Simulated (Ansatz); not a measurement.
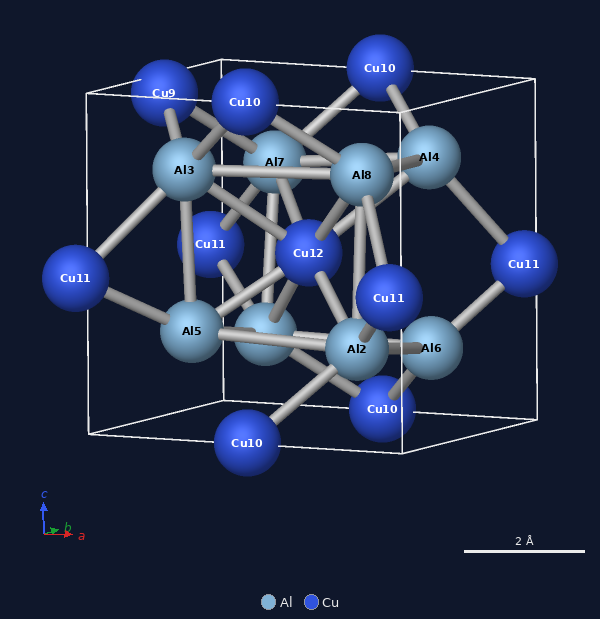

Figure 1. The structure (ball-and-stick view of the cell of the calculation, seen slightly off an axis; atoms are numbered from 1 in the order of the input). An atom can appear more than once, as a periodic image.

Single-point calculation of Al2Cu

The run: single-point calculation of Al2Cu (P1, 12 atoms in the cell). Method and program: DFT PBEsol, scalar-relativistic, plane waves, PAW, no spin polarisation (Ansatz 0.2.0).

The structure derives from a Materials Project entry. It belongs to a series of runs on one base structure; here: all atoms moved at random (sigma 0.15 A a component), cell strained at random (sigma 0.01). Figures and captions count atoms from 1; the log counts them from 0 in places.

**Input file**
```yaml
crystal:
  lattice:
    - [0.021622951, 0.0450101551, 5.6872305163]
    - [-4.0759853252, 4.1449775184, 0.0165386815]
    - [-4.0323886878, -4.101380881, -0.047120798]
  atoms:
    - { symbol: Al, position: [0.2497919341, 0.7335307439, 0.2350274157] }
    - { symbol: Al, position: [0.7468689186, 0.2580062666, 0.2672781944] }
    - { symbol: Al, position: [0.2200593506, 0.2104185374, 0.7679975496] }
    - { symbol: Al, position: [0.7617099621, 0.7665738651, 0.7790757978] }
    - { symbol: Al, position: [0.2136724155, 0.2741129119, 0.2876557589] }
    - { symbol: Al, position: [0.7700196137, 0.7531470362, 0.2219969023] }
    - { symbol: Al, position: [0.2504418345, 0.8120547743, 0.7315367234] }
    - { symbol: Al, position: [0.7688757577, 0.2516523755, 0.7799234481] }
    - { symbol: Cu, position: [0.0432079073, 0.4778026663, -0.0443520084] }
    - { symbol: Cu, position: [0.5060869568, 0.0012132741, 0.0034786121] }
    - { symbol: Cu, position: [-0.0312222516, -0.0155674646, 0.4572021321] }
    - { symbol: Cu, position: [0.5004876007, 0.4770550134, 0.5131794741] }
basis:
  ecutwfc: 420
kpoints:
  mp_grid: { grid: [8, 8, 8] }
hamiltonian:
  xc: pbesol
scf:
  occupations: { method: gaussian, width: 0.15 }
output:
  forces: true
  stress: true
  eigenvalues: true
```

Run as:
```bash
ansatz run input.yaml --threads 2 --pin off --max-ram 5120MiB --backend cpu --events-out ev --progress --plain --runs-dir out
```

**Log**
```
Engine: ansatz 0.2.0, aarch64-unknown-linux-gnu
Pseudopotentials: kind: paw
Pseudopotential: Al, paw, valence charge 3, recommended cutoff 420 eV (normal), Al.paw.azcp
Pseudopotential: Cu, paw, valence charge 19, recommended cutoff 420 eV (normal), Cu.paw.azcp
Functional definition: PBEsol
  exchange = pbesol_x
  correlation = pbesol_c
Crystal: 12 atoms, lattice volume = 190.117 Å³
Basis set: ecut = 420 eV, 3751 PW (Γ), exchange–correlation on 80×80×80 points (8 copies of the dense FFT grid, shifted against one another)
Bands: 62, of which v1, the nominal top of the filled ones, is band 50 counted from 1 (49 counted from 0)
Symmetry: 1 space group operations
Space group: P1 (ITA 1), of the structure as read, at distance tolerance 5.8e-5 Å
k-points: 260 of 512 (time reversal used)
Non-local potential: Al, projectors of the file, l = 0: 2, l = 1: 2, l = 2: 1
Non-local potential: Cu, projectors of the file, l = 0: 3, l = 1: 2, l = 2: 3, l = 3: 1
PAW form: soft (Blöchl's): semilocal exchange-correlation on the pseudo side does not see the compensation charge
PAW frozen core: Al, regenerated for the run's functional, and the local potential with it (the file was generated under x = pbe(κ = 0.804, μ = 0.2195149727645171), c = pbe(β = 0.06672455060314922))
PAW frozen core: Cu, regenerated for the run's functional, and the local potential with it (the file was generated under x = pbe(κ = 0.804, μ = 0.2195149727645171), c = pbe(β = 0.06672455060314922))
PAW one-centre angular grid: Al, 110 points (default); XC on 64 Gauss nodes
PAW one-centre angular grid: Cu, 590 points (default); XC on 64 Gauss nodes
Initial density: superposition of atomic densities (neutral atoms: chi_scale 0, normalization atom), corrected by the library's trained network
Initial wavefunctions: pseudopotential atomic-orbital guess
Functional: x = pbesol(κ = 0.804, μ = 0.12345679012345678), c = pbesol(β = 0.046)
SCF iter   1: F=—  HF=-30551.124159 eV  |F-HF|=—  |Δ(HF+E_count)|=         —  Δρ=8.77e-3  dr2=8.06e-2  ethr=1.77e-3  ⟨swp⟩=8.2  Hψ=72263  notcnv=0  defer=5
preconditioner: auto → Kerker (q_TF=auto, 2.451 Å⁻¹)  [metal: Δε(μ)=0.004 eV  Ē_g=7.059 eV  σ=0.150 eV  W_gap=0.01  n_scr=46 (ndim 8)  ℏωp=22.2 eV  f_vac=0.000  D(μ)=2.98/eV (n_scr^D=18)]
SCF iter   2: F=—  HF=-30551.109448 eV  |F-HF|=—  |Δ(HF+E_count)|=   1.47e-2  Δρ=1.48e-3  dr2=5.61e-3  ethr=8.06e-5  ⟨swp⟩=2.1  Hψ=26369  notcnv=0  defer=16
SCF iter   3: F=—  HF=-30551.108202 eV  |F-HF|=—  |Δ(HF+E_count)|=   1.25e-3  Δρ=1.20e-3  dr2=2.99e-3  ethr=5.61e-6  ⟨swp⟩=2.0  Hψ=19935  notcnv=0  defer=16
SCF iter   4: F=—  HF=-30551.107718 eV  |F-HF|=—  |Δ(HF+E_count)|=   4.84e-4  Δρ=3.57e-4  dr2=3.90e-4  ethr=2.99e-6  ⟨swp⟩=2.6  Hψ=23876  notcnv=0  defer=16
SCF iter   5: F=—  HF=-30551.107709 eV  |F-HF|=—  |Δ(HF+E_count)|=   8.41e-6  Δρ=3.82e-4  dr2=1.85e-4  ethr=3.90e-7  ⟨swp⟩=2.0  Hψ=22609  notcnv=0  defer=16
SCF iter   6: F=—  HF=-30551.107668 eV  |F-HF|=—  |Δ(HF+E_count)|=   4.16e-5  Δρ=6.07e-5  dr2=9.89e-6  ethr=1.85e-7  ⟨swp⟩=2.0  Hψ=21025  notcnv=0  defer=16
SCF iter   7: F=—  HF=-30551.107700 eV  |F-HF|=—  |Δ(HF+E_count)|=   3.22e-5  Δρ=2.65e-5  dr2=2.70e-6  ethr=9.89e-9  ⟨swp⟩=2.0  Hψ=23520  notcnv=0  defer=16
SCF iter   8: F=—  HF=-30551.107700 eV  |F-HF|=—  |Δ(HF+E_count)|=   3.04e-7  Δρ=1.71e-5  dr2=4.75e-7  ethr=2.70e-9  ⟨swp⟩=2.0  Hψ=23167  notcnv=0  defer=16
SCF iter   9: F=—  HF=-30551.107700 eV  |F-HF|=—  |Δ(HF+E_count)|=   6.13e-8  Δρ=1.03e-5  dr2=1.37e-7  ethr=1.00e-10  ⟨swp⟩=9.4  Hψ=67861  notcnv=0
SCF iter  10: F=-30551.107700 eV  HF=-30551.107700 eV  |F-HF|=6.14e-9  |Δ(HF+E_count)|=   1.03e-8  Δρ=1.88e-6  dr2=1.09e-8  ethr=1.00e-10  ⟨swp⟩=4.0  Hψ=49768  notcnv=0
SCF 1 converged in 10 iterations: F = -30551.107700 eV  dr2 = 1.09e-8
  greatest PAW one-centre occupation: 1.000 electrons in one spin orbital (limit 2), on the Cu atom at site 11 (counted from 0), in its partial waves of l = 0
```

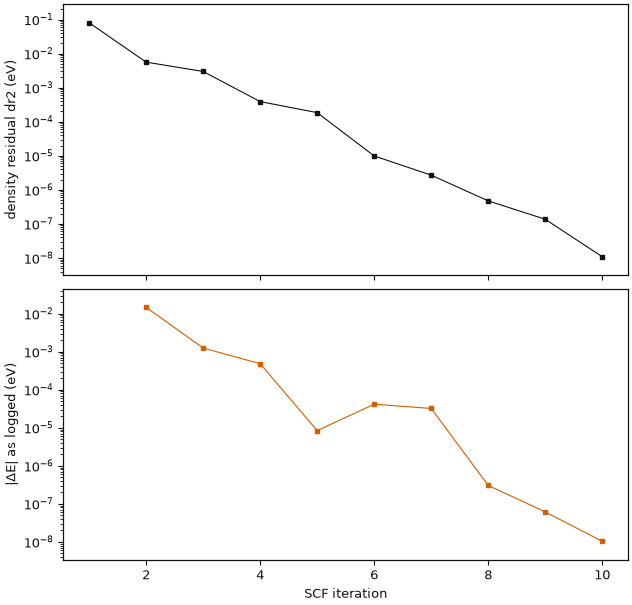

Figure 2. Convergence of the self-consistent field: density residual dr2 and size of the energy change against the SCF iteration. The residual falls at every step.

```
SCF converged after 10 iterations
Free energy (F): -30551.107700 eV
Harris-Foulkes:  -30551.107700 eV  (|F-HF|=6.14e-9)
Internal energy: -30551.073853 eV  (E = F + TS)
E sigma→0 (E₀):  -30551.090776 eV
Entropy (-TS):   -0.033847 eV (-2.821 meV/atom)
Fermi energy:    9.215258 eV
--- Per-component energies (eV) ---
  E_band       = -1978.313284
  E_kinetic    = 1389.786331
  E_local      = -23661.887702  (includes V_loc(G=0)·N_el)
  E_nonlocal   = 1622.902304
  E_hartree    = 10579.303378
  E_xc         = -676.810531
  E_vxc        = -702.097147  (∫ρ·V_xc dr)
  E_paw        = -10121.037168  (= ΣΔE_a)
  E_vpaw       = -1785.619363  (= ΣTr[D̂ρ^β])
  E_aug_tail   = 0.001010  (compensation charges beyond the density's cutoff)
  E_ewald      = -9684.309396
  E_core_change = 0.977921  (= ΣΔE_core)
  E_smearing   = -0.033847  (= −TS)
  E_closure    = 0.000000  (closes the sum)
  Σ components = -30551.107700   (vs F -30551.107700, Δ=0.00e0)
--- Forces (eV/Å), atoms counted from 1 ---
  atom   1  Al    -0.46223725     0.26050069     0.59544520
  atom   2  Al     0.32296457     0.64045481    -0.70898838
  atom   3  Al     0.01428203     1.58221839     1.82359644
  atom   4  Al     1.68306318     0.67064877    -0.07332282
  atom   5  Al     1.04053378    -0.01480489     0.89170137
  atom   6  Al     0.72919695    -1.16828802    -1.10868126
  atom   7  Al     2.64004901    -2.16035022     0.32998775
  atom   8  Al     0.95385613     0.45922769    -1.59135331
  atom   9  Cu    -3.19305927     0.50204867    -1.06721562
  atom  10  Cu    -0.66769211    -0.10493997    -0.30655964
  atom  11  Cu    -1.87599486    -1.09979362     1.34134004
  atom  12  Cu    -1.18503271     0.43306926    -0.12594020
  max |Σ_I F_I| component: 7.05e-5 eV/Å
--- Stress (GPa, compression-positive) ---
        7.931180      -2.130089      -1.477460
       -2.130089       0.178722      -3.155167
       -1.477460      -3.155165       4.054476
  P = ⅓ Tr σ = 4.0548 GPa (40.548 kbar)
--- Band table (eV; the first three rows and the last of 260) ---
  k-point 0: bands = ["-104.5217", "-104.4647", "-104.3694", "-103.9607", "-62.0784", "-62.0754", "-62.0366", "-61.9575", "-61.9560", "-61.9144", "-61.8767", "-61.8535", "-61.8433", "-61.4940", "-61.4877", "-61.4176", "-1.1251", "2.5961", "2.7424", "2.9954", "3.2968", "3.3922", "3.6015", "3.9593", "4.0290", "4.1983", "4.5455", "4.6470", "4.7277", "4.8623", "4.9271", "5.0048", "5.0288", "5.1337", "5.1960", "5.2414", "5.3045", "5.3523", "5.3759", "5.4128", "5.5749", "5.6920", "5.7210", "7.0950", "7.2285", "7.2921", "7.3875", "7.4288", "7.5386", "9.2438", "9.4922", "9.5978", "10.1163", "10.4783", "10.7803", "11.7877", "11.9279", "11.9856", "12.1615", "12.4480", "12.5859", "13.5034"]
  k-point 1: bands = ["-104.5217", "-104.4647", "-104.3694", "-103.9607", "-62.0784", "-62.0754", "-62.0366", "-61.9575", "-61.9560", "-61.9144", "-61.8767", "-61.8535", "-61.8433", "-61.4940", "-61.4877", "-61.4176", "-1.0564", "2.0628", "2.8187", "3.0495", "3.2960", "3.4208", "3.9140", "4.0357", "4.0767", "4.2365", "4.5345", "4.6467", "4.7278", "4.8600", "4.9230", "4.9919", "5.0365", "5.1296", "5.1559", "5.2438", "5.2974", "5.3517", "5.3766", "5.4437", "5.5688", "5.6778", "5.7580", "6.8716", "7.1038", "7.1717", "7.2566", "7.4188", "7.5264", "9.4156", "9.7478", "9.9753", "10.3451", "10.6925", "10.9044", "11.1108", "11.3481", "11.7586", "11.9724", "13.1838", "13.2974", "13.9864"]
  k-point 2: bands = ["-104.5217", "-104.4647", "-104.3694", "-103.9607", "-62.0784", "-62.0754", "-62.0366", "-61.9575", "-61.9560", "-61.9144", "-61.8767", "-61.8535", "-61.8433", "-61.4940", "-61.4877", "-61.4176", "-0.8513", "1.2940", "2.9474", "3.1539", "3.3948", "3.5582", "3.8666", "4.0714", "4.1578", "4.4881", "4.5693", "4.6750", "4.7267", "4.8330", "4.9006", "4.9244", "5.0293", "5.0513", "5.1107", "5.1698", "5.3025", "5.3318", "5.3811", "5.4864", "5.5317", "5.6555", "6.2424", "6.4157", "6.6025", "6.9402", "7.0666", "7.6894", "7.7694", "9.5013", "10.0765", "10.1522", "10.6356", "10.7494", "10.8427", "11.1382", "11.3229", "11.7144", "11.9883", "13.4738", "14.2933", "14.4093"]
  k-point 259: bands = ["-104.5217", "-104.4647", "-104.3694", "-103.9607", "-62.0784", "-62.0754", "-62.0366", "-61.9575", "-61.9560", "-61.9144", "-61.8767", "-61.8535", "-61.8433", "-61.4940", "-61.4877", "-61.4176", "1.1490", "1.5202", "1.6778", "2.0649", "2.2175", "2.6489", "2.9577", "3.1073", "4.5329", "4.5769", "4.6661", "4.6689", "4.7783", "4.8182", "4.8620", "4.9011", "4.9872", "5.0174", "5.0753", "5.1130", "5.1569", "5.2502", "5.2898", "5.4216", "5.4906", "5.5915", "5.6198", "5.6269", "8.9904", "9.3394", "9.5620", "10.0136", "10.0433", "10.1934", "10.2916", "10.4703", "11.3139", "11.5000", "11.6509", "11.8096", "12.1317", "12.3171", "12.5331", "12.6201", "12.6996", "12.7444"]
```

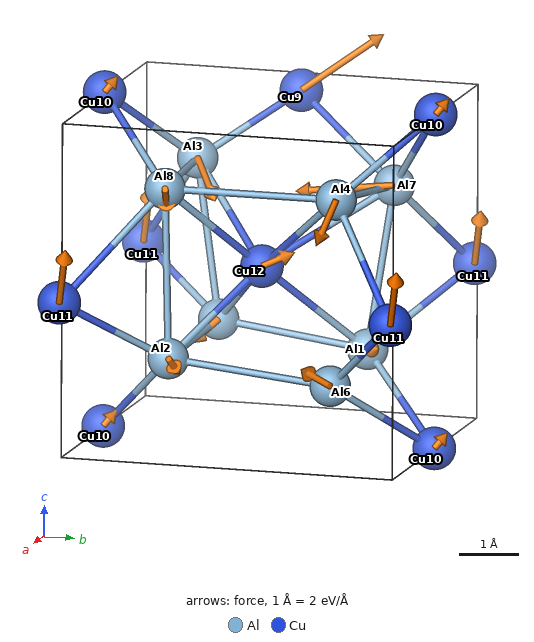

Figure 3. Forces on the atoms as orange arrows (ball-and-stick view of the cell of the calculation, seen slightly off an axis; atoms are numbered from 1 in the order of the input). The largest act on Al7 (3.43 eV/Å); Cu9 (3.40 eV/Å); Cu11 (2.56 eV/Å); Al3 (2.41 eV/Å), among others. The geometry is not a stationary point of this energy.

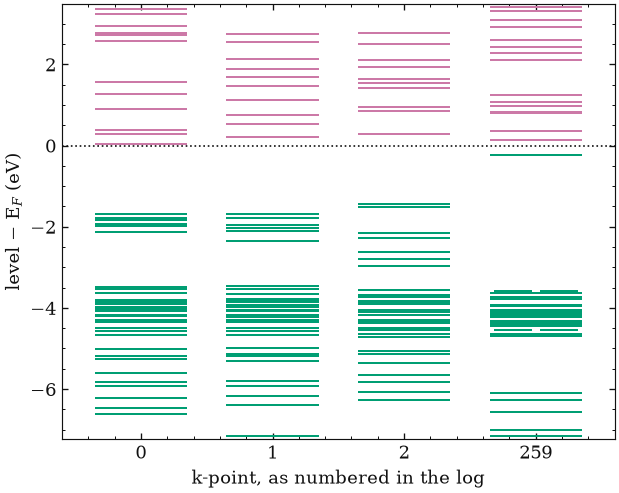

Figure 4. Kohn–Sham levels near the Fermi level (dotted) at the few k-points that the log prints; levels within 0.02 eV of each other stand side by side. The system is metallic on the full mesh.

**Results in brief**

- outcome: converged
- space group (tolerance 0.01 Å): P1 (1)
- electrons treated: 100
- free energy: −30551.1077 eV
- Fermi energy: 9.215 eV
- gap on the k-point mesh: none (metallic)
- pressure: 4.05 GPa
- largest force (length of the vector): 3.427 eV/Å
- hardware: 2 threads of Arm Neoverse V2, 24 GiB of memory available, shared host
- wall time: 2.9 min (CPU time 5.7 min)
- peak memory: 2 GiB
